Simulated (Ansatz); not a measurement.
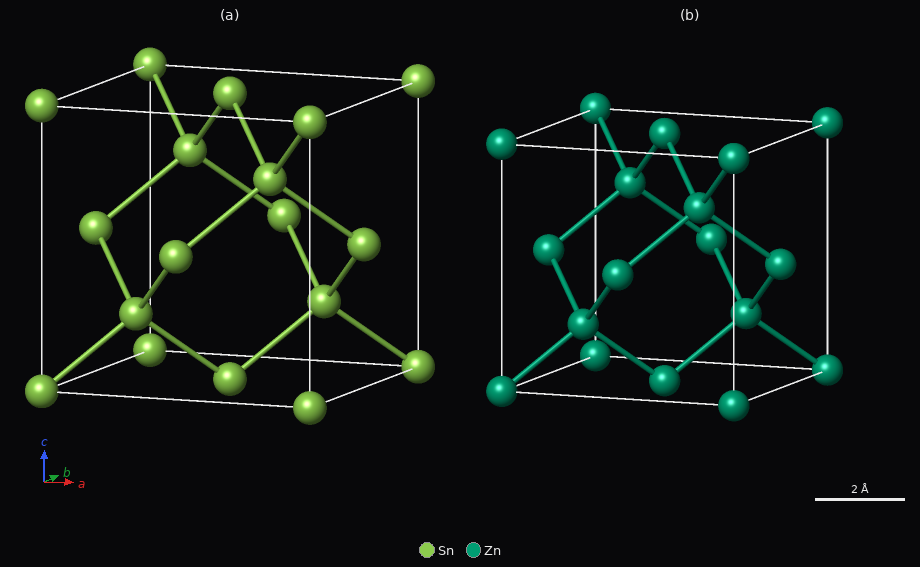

Left: solid Sn (set up in Fd-3m). Right: the same structure after one change, at the same scale. A ball-and-stick model of the conventional cell (4 times the calculation's cell), seen slightly off an axis. Lengths and directions refer to the drawn axes.

The calculation used DFT PBEsol, scalar-relativistic, plane waves, PAW in Ansatz. Set-up: plane-wave cutoff 420 eV; occupations gaussian; smearing width 0.1 eV; no spin polarisation. The k-mesh is chosen for each cell (12×12×12, 14×14×14).

Q: Which change leads from the left to the right?

A: Every tin atom is replaced by zinc, which gives Zn. Cell and atoms are relaxed again (to zero pressure within 0.1 GPa, forces under 0.01 eV/Å).

Q: And its effect?

A: The volume per atom goes from 34.98 to 22.67 Å³. Cell: a = b = c 6.541 → 5.660 Å (−13.5 %). Volume −35.2 %. The space group stays Fd-3m (No. 227).
